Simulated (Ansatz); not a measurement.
**LiCl: density, localisation and related maps**

Input

```
crystal:
  lattice:
    - [0.0, 2.56476, 2.56476]
    - [2.56476, 0.0, 2.56476]
    - [2.56476, 2.56476, 0.0]
  atoms:
    - { symbol: Li, position: [0.0, 0.0, 0.0] }
    - { symbol: Cl, position: [0.538990003, 0.461009997, 0.461009997] }
basis:
  ecutwfc: 420
kpoints:
  mp_grid: { grid: [8, 8, 8] }
hamiltonian:
  xc: pbe
scf:
  occupations: { method: gaussian, width: 0.05 }
output:
  forces: true
  stress: true
  eigenvalues: true
  write_density: true
  write_potential: true
  elf: true
  volumetric_format: npy
```

Run with:

```sh
ansatz run input.yaml --threads 1 --pin off --max-ram 2560MiB --backend cpu --events-out ev --progress --plain --runs-dir out
```

Below, planes, directions and counts refer to the conventional cell (a = 3.63 Å, b = 3.63 Å, c = 5.13 Å, α = 90.00°, β = 90.00°, γ = 90.00°).

Space group I4mm; changed on purpose from its base cell (atom 2 (Cl) moved by (-0.200, +0.000) A along x and y).

Level of theory: Ansatz, DFT PBE, scalar-relativistic, plane waves, PAW.

In a PAW calculation such maps are meaningful between the atoms, not at the nuclei.

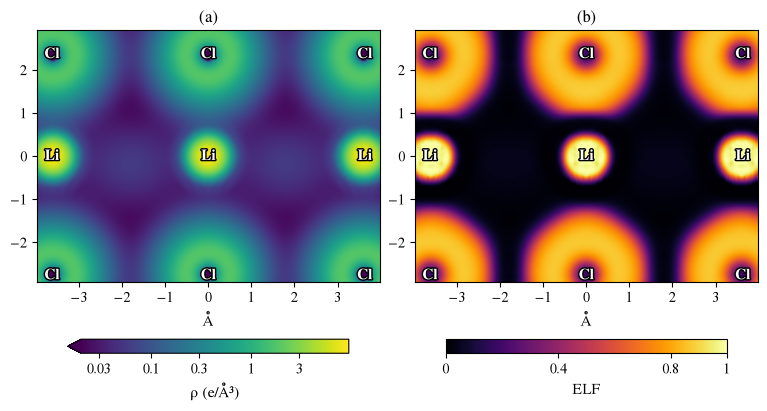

Figure 1. (a) valence electron density; (b) electron localisation function on the (100) plane of the conventional cell.

**What does the map show?**

The section cuts through Li and Cl sites.
Li–Cl (2.36 Å): the density is about 0.32 e/Å³ at the midpoint; the ELF peaks at about 0.90 in the valence shell of Cl, 0.9 Å from its nucleus, and falls to about 0 next to Li (a closed-shell, largely ionic contact).
Between the atoms the lowest density in this plane is 0.02 e/Å³.
The features right at Li lie inside the PAW spheres, where the map follows smoothed inner orbitals and isn't to be read closely.

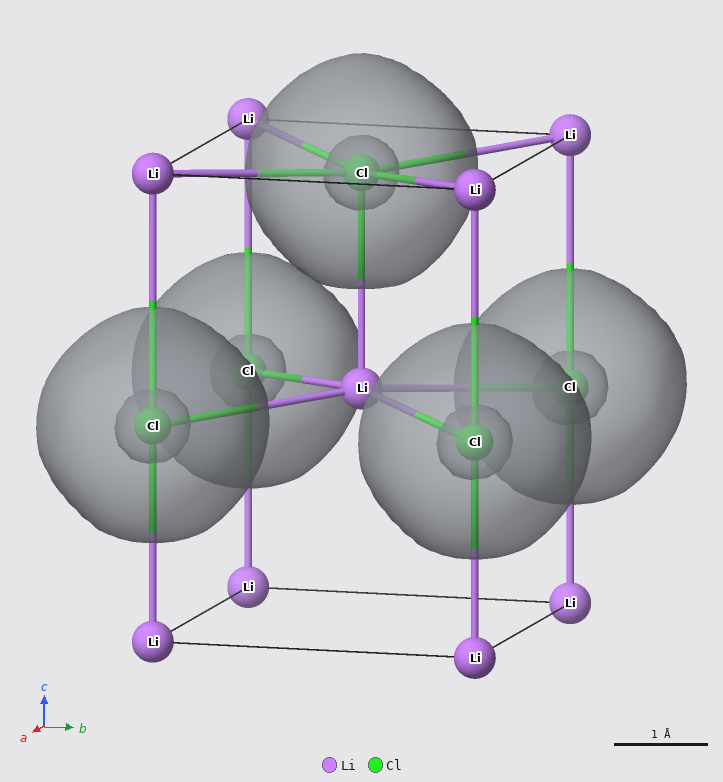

Figure 2. Isosurface of the electron localisation function at 0.7 (grey), seen slightly off an axis. Core shells and regions of very low density are left out. Sticks mark near contacts.

**What do the ELF domains correspond to?**

The surface consists of two regions wrapped around Cl (the valence shell of each), counted in one cell of 4 atoms. Regions shared between cells count once. Along the contacts the grid gives the following. Li–Cl (2.57 Å): the ELF peaks at about 0.90 in the valence shell of Cl, 0.8 Å from its nucleus, and falls to about 0 next to Li (a largely ionic contact).

**Does the calculation make it a metal, or give it a gap?**

It is gapped, with a Kohn–Sham gap of 6.3 eV on the k-point mesh (the band edges may lie off the mesh, which would make the gap smaller).
